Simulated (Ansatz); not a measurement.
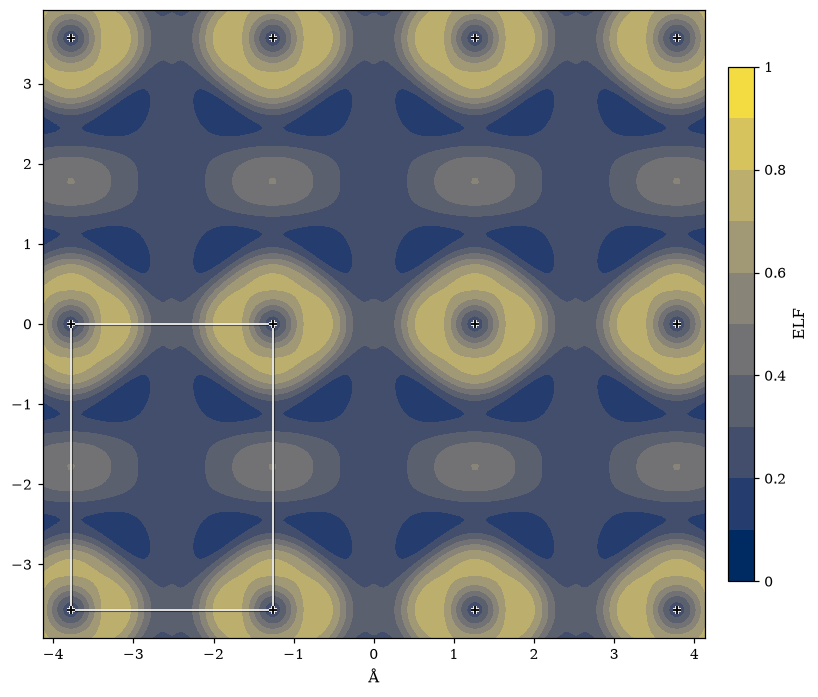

The ELF on a plane through atoms (crosses mark nuclei in the plane).

Computed with DFT, r2SCAN, plane waves (500 eV) with PAW, scalar-relativistic (Ansatz 0.2.0).

Candidates:
A. Mo, a = 2.52 Å, b = 2.52 Å, c = 2.52 Å, α = 90.00°, β = 90.00°, γ = 90.00°. Space group Pm-3m; set up as Mo, simple cubic; a generated structure, not necessarily the stable one; changed on purpose from its base cell (volume × 0.92); computed pressure about 18 GPa in this cell; computed without spin polarisation.
B. W, a = 2.76 Å, b = 2.76 Å, c = 9.83 Å, α = 90.00°, β = 90.00°, γ = 120.00°. Space group P6₃/mmc; set up as W, dhcp; a generated structure, not necessarily the stable one.
C. V, a = 2.72 Å, b = 2.72 Å, c = 9.54 Å, α = 90.00°, β = 90.00°, γ = 120.00°. Space group P6₃/mmc; set up as V, dhcp; a generated structure, not necessarily the stable one; changed on purpose from its base cell (volume × 1.12); computed pressure about −17 GPa in this cell; computed without spin polarisation.

Question: Which system is this?

Answer: Candidate A: Mo on the (110) plane of the conventional cell, which holds Mo. Mo–Mo (2.52 Å): the ELF is about 0.30 at the midpoint.
